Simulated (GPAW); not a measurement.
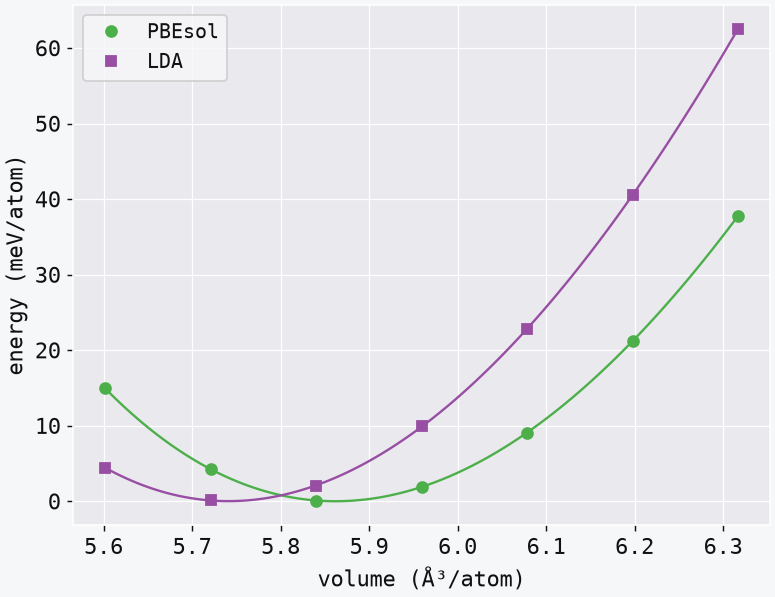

Plotted: energy against volume, with one curve for each functional, for BN (space group F-43m).

Method: PAW DFT in plane waves, on a grid or in atomic orbitals, no spin polarisation; energies at scaled volumes of the given cell, shape and fractions fixed, counted from the fit's minimum, third-order Birch-Murnaghan fit (GPAW 26.7.0). All runs: no spin polarisation.

k mesh 13×13×13; occupations Fermi–Dirac; smearing width 0.05 eV; wave cutoff 800 eV.

Settings that differ: PBEsol: potentials PAW-data-sets-made-by gpaw-setup-for-the-functional; LDA: potentials GPAW-PAW-data-sets-(gpaw-data-1.2.1).

Order the curves by fitted equilibrium volume, smallest first.

LDA 5.741, PBEsol 5.862 Å³/atom.

Order the curves by fitted bulk modulus, smallest first.

PBEsol 385.8, LDA 403.3 GPa.
